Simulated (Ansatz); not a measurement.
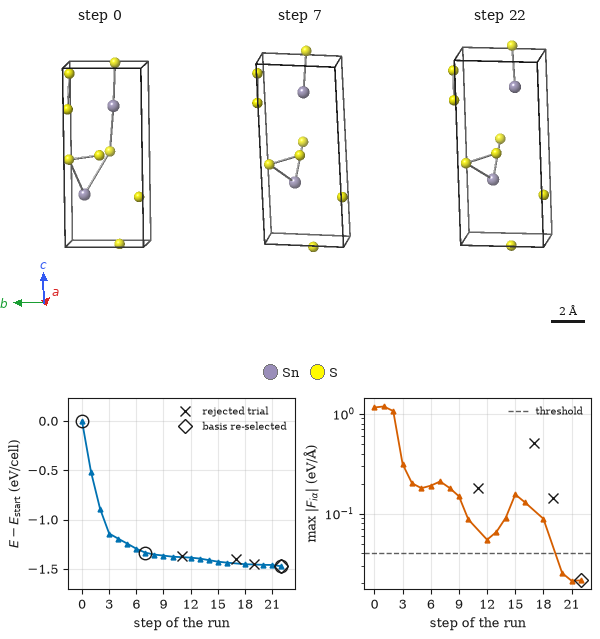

Frames of a relaxation of solid SnS4 (a generated structure, set up in P1) (coarse preliminary run), marked on the history of the run. Style: ball-and-stick. Shown: the cell of the calculation, from a free direction.

Level of theory: Ansatz, DFT PBE, scalar-relativistic, plane waves, PAW.

Input
```yaml
crystal:
  lattice:
    - [4.8818066368, 0.0, 0.0]
    - [-0.0146865752, 4.886665638, 0.0]
    - [-1.8270033254, -0.071155416, 11.3184816268]
  atoms:
    - { symbol: Sn, position: [0.6300552064, 0.8028444648, 0.2699518372] }
    - { symbol: Sn, position: [0.861580022, 0.4384584108, 0.7561276077] }
    - { symbol: S, position: [0.9367640619, 0.4167026212, 0.9951607901] }
    - { symbol: S, position: [0.9016119944, 0.4945145535, 0.5010601475] }
    - { symbol: S, position: [0.3758469732, 0.9485115533, 0.955398767] }
    - { symbol: S, position: [0.3778254995, 0.9712234691, 0.4746818959] }
    - { symbol: S, position: [0.3465121069, 0.3382216782, 0.0045527569] }
    - { symbol: S, position: [0.2959537645, 0.5741677082, 0.5019885] }
    - { symbol: S, position: [0.1392132571, 0.0604642589, 0.2760107163] }
    - { symbol: S, position: [0.1346371143, 0.9548912821, 0.7650669813] }
basis:
  ecutwfc: 420
kpoints:
  mp_grid: { grid: [4, 4, 2] }
hamiltonian:
  xc: pbe
scf:
  occupations: { method: gaussian, width: 0.1 }
  lower_state_search: "off"
output:
  forces: true
  stress: true
  eigenvalues: true
relax:
  adjacent_minimum: "off"
  f_tol: 0.04
  max_steps: 70
  cell: { stress_tol: 0.4 }
```

Launched with:
```bash
ansatz run input.yaml --threads 1 --pin off --max-ram 2560MiB --backend cpu --events-out ev --progress --plain --runs-dir out
```

### Describe the path.

After 18 accepted moves (22 points after the start) the energy has fallen by 1.472 eV per cell of the calculation. Largest force component: 1.2 eV/Å at the start, 0.021 eV/Å at the end. Pressure: 0.59 GPa at the start and 0.06 GPa at the end. The line search rejected the trial steps at points 11, 17, 19 of the run. At 1 point the geometry stayed and the basis and grid were re-selected for the new cell (energy shift of 12.7 meV per cell of the calculation at most each time). The largest move relative to the cell is that of Sn1, 1.09 Å roughly along [3 −3 1]. Largest moves by element: Sn 1.09 Å, S 0.69 Å. Cell: a 4.882 → 5.285 Å (+8.3 %), b 4.887 → 5.167 Å (+5.7 %), c 11.465 → 11.697 Å (+2.0 %), α 90.3° → 87.6°, β 99.2° → 92.0°, γ 90.2° → 90.9°. Volume +18.1 %. Some distances before and after: Sn2–S5 4.281 → 2.903 Å, Sn2–S10 2.844 → 3.940 Å, Sn1–S9 2.721 → 3.752 Å, Sn2–S4 2.976 → 3.691 Å. Bonds break, among them: Sn2–S10 (2.84 → 3.94 Å). Among the angles between lasting bonds that change: Sn1–S6–S9 60.1° → 96.0°, S4–S8–S6 114.0° → 102.8°, Sn1–S6–S8 88.6° → 80.1°. The space group stays P1 (No. 1). Cost: 7.9 min on 1 thread of Arm Neoverse V2 (shared host), peak memory 0.54 GiB. From step 0 to 7: Sn1 moves most (1.16 Å), volume +12.3 %, energy −1.335 eV per cell of the calculation. From step 7 to 22: Sn2 moves most (0.66 Å), volume +5.1 %, energy −0.137 eV per cell of the calculation.

Limits of the set-up: layers or molecules are held without a dispersion correction, so their spacing is unreliable.
